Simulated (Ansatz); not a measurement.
```
CELL_PARAMETERS angstrom
3.06384 1.76891 -2.50161
0.00000 3.53782 2.50161
3.06384 -1.76891 2.50161
ATOMIC_POSITIONS crystal
Ti 0.00000 0.00000 0.00000
Ti 0.00000 0.50000 0.50000
Ti 0.50000 0.00000 0.50000
Ti 0.50000 0.50000 0.00000
C 0.00000 0.00000 0.50000
C 0.00000 0.50000 0.00000
C 0.50000 0.00000 0.00000
C 0.50000 0.50000 0.50000
```

Space group Fm-3m; computed without spin polarisation.

Theory: DFT PBE, scalar-relativistic, plane waves, PAW (Ansatz 0.2.0).

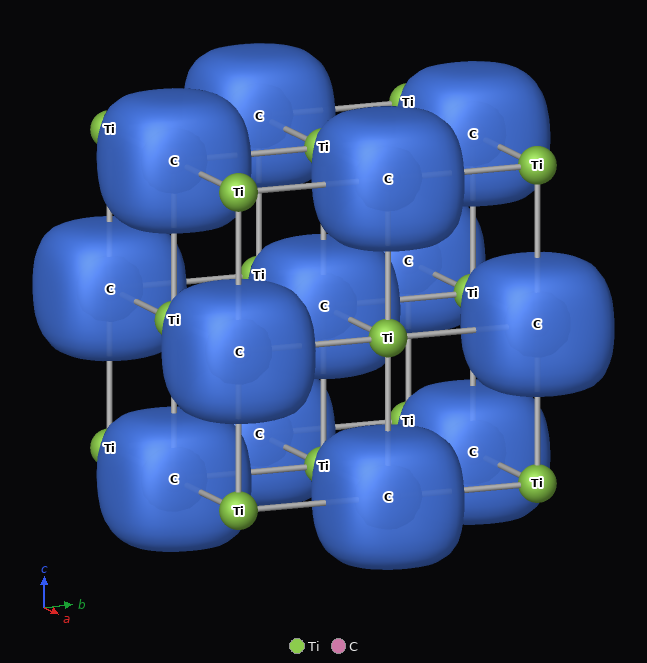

TiC. Isosurface of the electron localisation function at 0.6 (blue), seen slightly off an axis. Only the valence region is drawn (cores and ρ < 0.01 e/Å³ removed). Sticks mark near contacts.

Core electrons are frozen (PAW), and the valence fields are smoothed inside the atomic spheres.

**What do the ELF domains correspond to?**

The ELF exceeds this value in four regions wrapped around C (the valence shell of each), counted in one cell of 8 atoms. Regions shared between cells count once. Along the contacts the grid gives the following. Ti–C (2.17 Å): the ELF peaks at about 0.80 in the valence shell of C, 0.7 Å from its nucleus, and is about 0.30 at the midpoint.
